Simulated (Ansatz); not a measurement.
Zn15Se17: geometry relaxation (part 4 of 4)

Continued. System: Zn15Se17 (defect cell, 32 atoms in the cell). Method: DFT PBE, scalar-relativistic, plane waves, PAW, no spin polarisation (Ansatz 0.2.0); cutoff 420 eV, 2×2×2 k-mesh, Gaussian smearing of 0.01 eV. The structure derives from a Materials Project entry. It belongs to a series of runs on one base structure; here: Se on a Zn site (a), charge +0, atoms relaxed at the host's cell.

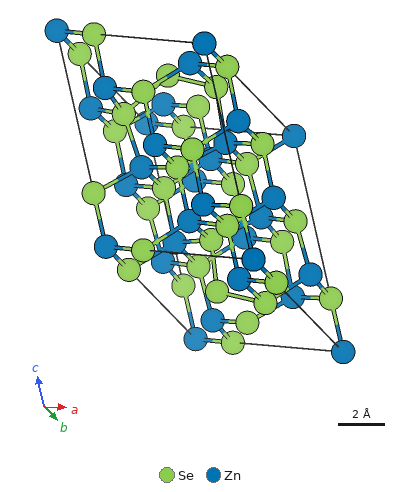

*The geometry at step 9 of the log (ball-and-stick view of the cell of the calculation, seen at an oblique angle).*

## Input
```yaml
crystal:
  lattice:
    - [5.7317611761, 5.7317611761, -5.7317611761]
    - [-5.7317611761, 5.7317611761, 5.7317611761]
    - [5.7317611761, -5.7317611761, 5.7317611761]
  atoms:
    - { symbol: Se, position: [0.49896271, 0.4968549693, 0.0074017135] }
    - { symbol: Zn, position: [0.25, 0.5, 0.25] }
    - { symbol: Zn, position: [0.0, 0.5, 0.5] }
    - { symbol: Zn, position: [0.5, 0.75, 0.75] }
    - { symbol: Zn, position: [0.75, 0.5, 0.75] }
    - { symbol: Zn, position: [0.25, 0.75, 0.0] }
    - { symbol: Zn, position: [0.0, 0.75, 0.25] }
    - { symbol: Zn, position: [0.5, 0.0, 0.5] }
    - { symbol: Zn, position: [0.75, 0.75, 0.5] }
    - { symbol: Zn, position: [0.25, 0.0, 0.75] }
    - { symbol: Zn, position: [0.0, 0.0, 0.0] }
    - { symbol: Zn, position: [0.5, 0.25, 0.25] }
    - { symbol: Zn, position: [0.75, 0.0, 0.25] }
    - { symbol: Zn, position: [0.25, 0.25, 0.5] }
    - { symbol: Zn, position: [0.0, 0.25, 0.75] }
    - { symbol: Zn, position: [0.75, 0.25, 0.0] }
    - { symbol: Se, position: [0.5030591599, 0.7501292308, 1.0039592151] }
    - { symbol: Se, position: [0.25, 0.75, 0.25] }
    - { symbol: Se, position: [0.0, 0.75, 0.5] }
    - { symbol: Se, position: [0.5, 1.0, 0.75] }
    - { symbol: Se, position: [0.75, 0.75, 0.75] }
    - { symbol: Se, position: [0.25, 1.0, 1.0] }
    - { symbol: Se, position: [0.0, 0.0, 0.25] }
    - { symbol: Se, position: [0.5, 0.25, 0.5] }
    - { symbol: Se, position: [0.75, 0.0, 0.5] }
    - { symbol: Se, position: [0.2363238978, 0.24567407, 0.7473317095] }
    - { symbol: Se, position: [0.0, 0.25, 0.0] }
    - { symbol: Se, position: [0.4976448425, 0.4996449219, 0.2455827774] }
    - { symbol: Se, position: [0.75, 0.25, 0.25] }
    - { symbol: Se, position: [0.25, 0.5, 0.5] }
    - { symbol: Se, position: [0.0, 0.5, 0.75] }
    - { symbol: Se, position: [0.7535800664, 0.5131795074, 0.0028212223] }
  host:
    lattice:
      - [0.0, 2.865880588, 2.865880588]
      - [2.865880588, 0.0, 2.865880588]
      - [2.865880588, 2.865880588, 0.0]
    atoms:
      - { symbol: Zn, position: [0.0, 0.0, 0.0] }
      - { symbol: Se, position: [0.75, 0.75, 0.75] }
basis:
  ecutwfc: 420
  xc_grid: 2
kpoints:
  mp_grid: { grid: [2, 2, 2], shift: [0.5, 0.5, 0.5] }
hamiltonian:
  xc: pbe
scf:
  occupations: { method: gaussian, width: 0.01 }
output:
  forces: true
  stress: false
  eigenvalues: true
  charged_corrections:
    defect_position: [0.5, 0.5, 0.0]
    epsilon: [[10.789, 0.0, 0.0], [0.0, 10.789, 0.0], [0.0, 0.0, 10.789]]
  write_density: true
  write_potential: true
  elf: true
  volumetric_format: npy
relax:
  adjacent_minimum: "off"
  f_tol: 0.025
  max_steps: 45
```

Command:
```bash
ansatz run input.yaml --threads 4 --pin off --max-ram 10240MiB --backend cpu --events-out ev --progress --plain --runs-dir out
```

## Results in brief

```json
{"quantity": "outcome", "value": "converged"}
{"quantity": "electrons treated", "value": "452"}
{"quantity": "free energy", "value": "−142779.6355 eV"}
{"quantity": "Fermi energy", "value": "7.529 eV"}
{"quantity": "gap on the k-point mesh", "value": "1.37 eV"}
{"quantity": "final volume", "value": "753.22 Å³"}
{"quantity": "largest force (length of the vector) at the end", "value": "0.014 eV/Å"}
{"quantity": "hardware", "value": "4 threads of Arm Neoverse V2, 24 GiB of memory available, shared host"}
{"quantity": "wall time", "value": "6.9 min (CPU time 27 min)"}
{"quantity": "peak memory", "value": "3.8 GiB"}
```
